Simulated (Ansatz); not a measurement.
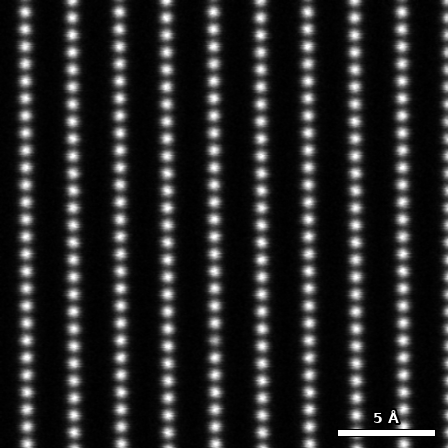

Dark-field STEM-like image of W (P6_3/mmc, No. 194) along [310]. Simulation: incoherent imaging, intensity Z^1.6 per atom, probe width 0.50 Å, thin sample. The probe carries 15 % of its weight in a tail 2.5 times as wide. Shot noise and a slight drift were added.

The sample is 2 repeats (14.7 Å) thick. One point defect was put into the perfect crystal, without relaxing the atoms around it. Brightness is counted from the darkest point of the image. Host structure: the geometry given to an electronic-structure calculation, possibly off equilibrium; the starting structure was generated, so it need not be a known form of this composition.

Where is the defect (in Å from the left and the top edge), and what does its contrast suggest?

Answer. At about 11 Å from the left and 18 Å from the top. The column is dimmer, which points to a vacancy or a lighter atom. The column holds 2 atoms (W) through the sample, and one W atom is replaced by Mo, so its peak drops to about 70 % of that of its equals.
